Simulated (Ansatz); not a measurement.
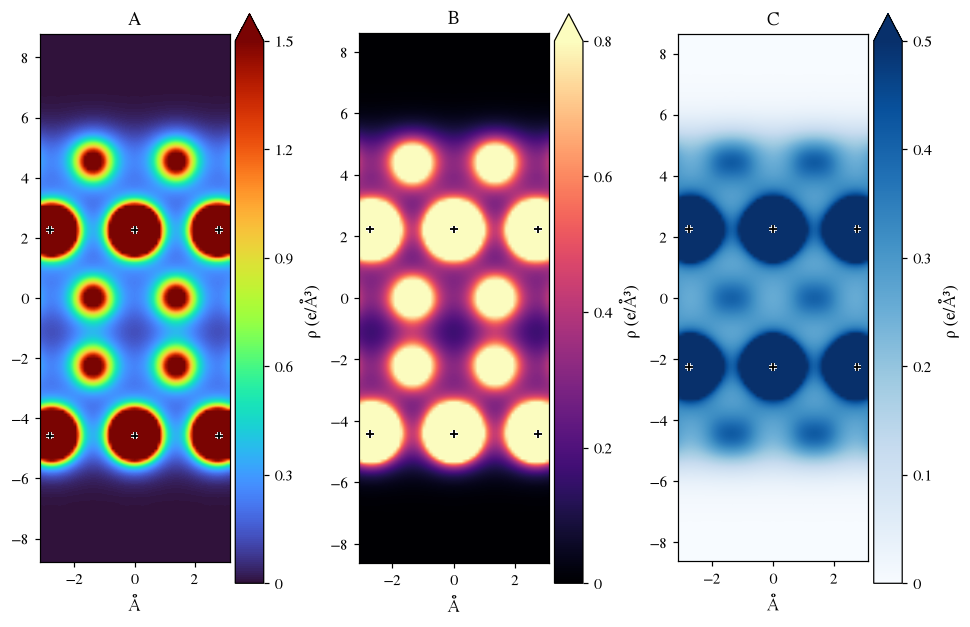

The valence electron density of 3 systems, each on a plane through atoms (crosses mark nuclei in the plane).

Theory: Ansatz, DFT PBE, scalar-relativistic, plane waves, PAW.

System 1: Pt (slab), the (11̄0) plane of the calculation cell, a cut from vacuum to vacuum. 

```
CELL_PARAMETERS angstrom
2.80729 0.00000 0.00000
-1.40365 2.43119 0.00000
0.00000 0.00000 24.16858
ATOMIC_POSITIONS crystal
Pt 0.66667 0.33333 0.31062
Pt 0.33333 0.66667 0.40624
Pt 0.00000 0.00000 0.50000
Pt 0.66667 0.33333 0.59376
Pt 0.33333 0.66667 0.68938
```

System 2: W (slab), the (010) plane of the calculation cell, a cut from vacuum to vacuum. 

System 3: Ir (slab), the (010) plane of the calculation cell, a cut from vacuum to vacuum. Computed without spin polarisation.

### Which map belongs to which system?

Panel A is system 1, Pt: the plane holds Pt. Pt–Pt (2.81 Å): the density is about 0.36 e/Å³ at the midpoint. Panel B is system 3, Ir: the plane holds Ir. Panel C is system 2, W: the plane holds W. W–W (2.76 Å): the density is about 0.4 e/Å³ at the midpoint.
